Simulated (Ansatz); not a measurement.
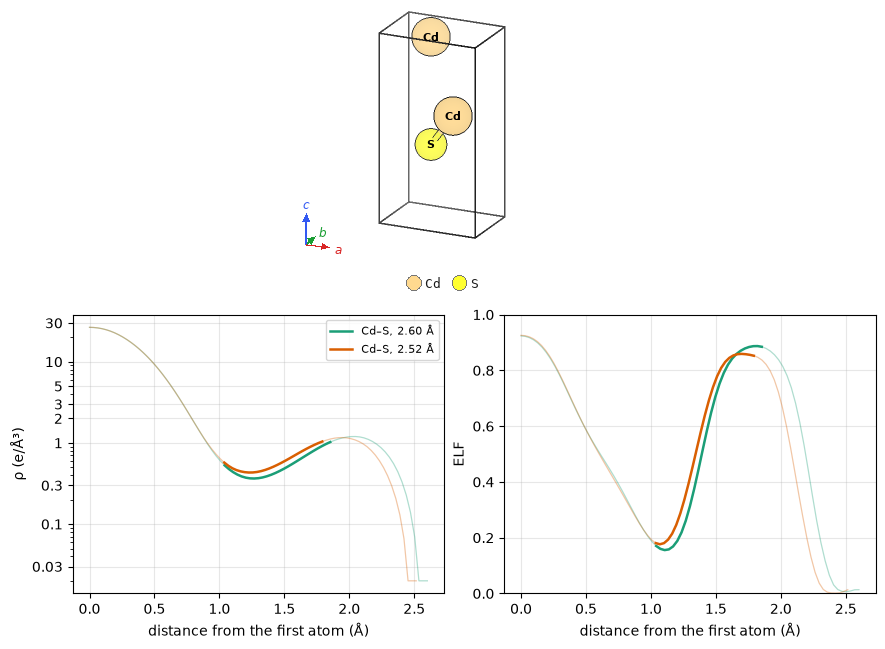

Cd2S. Valence pseudo-density and electron localisation function along straight lines between neighbouring atoms. Thin, pale parts lie inside the atomic spheres. The structure is drawn too.

Space group P3m1; a structure from a database of computed crystals, not necessarily the ambient phase; computed pressure about −5 GPa in this cell.

All numbers below come from DFT LDA, scalar-relativistic, plane waves, PAW (Ansatz 0.2.0).

Core electrons are frozen (PAW), and the valence fields are smoothed inside the atomic spheres.

Input file:

```
crystal:
  lattice:
    - [3.962670049, 0.0, 0.0]
    - [-1.9813350245, 3.4317729293, 0.0]
    - [0.0, 0.0, 5.809192]
  atoms:
    - { symbol: Cd, position: [0.6666666667, 0.3333333333, 0.578735] }
    - { symbol: Cd, position: [0.3333333333, 0.6666666667, 0.932717] }
    - { symbol: S, position: [0.3333333333, 0.6666666667, 0.365705] }
basis:
  ecutwfc: 420
kpoints:
  mp_grid: { grid: [12, 12, 6] }
hamiltonian:
  xc: lda
scf:
  occupations: { method: gaussian, width: 0.03 }
output:
  forces: true
  stress: true
  eigenvalues: true
  write_density: true
  write_potential: true
  elf: true
  volumetric_format: npy
```

Command:

```sh
ansatz run input.yaml --threads 1 --pin off --max-ram 1228MiB --backend cpu --events-out ev --progress --plain --runs-dir out
```

Below, planes, directions and counts refer to the conventional cell (a = 3.96 Å, b = 3.96 Å, c = 5.81 Å, α = 90.00°, β = 90.00°, γ = 120.00°).

Compare the contacts.

Answer. Cd–S (2.60 Å): ρ is about 0.37 e/Å³ halfway; the ELF peaks at about 0.90 in the valence shell of S, 0.8 Å from its nucleus, and drops to about 0.15 between the two atoms.
Cd–S (2.52 Å): ρ at the midpoint is about 0.43 e/Å³; the ELF peaks at about 0.85 in the valence shell of S, 0.8 Å from its nucleus, and is about 0.35 at the midpoint.
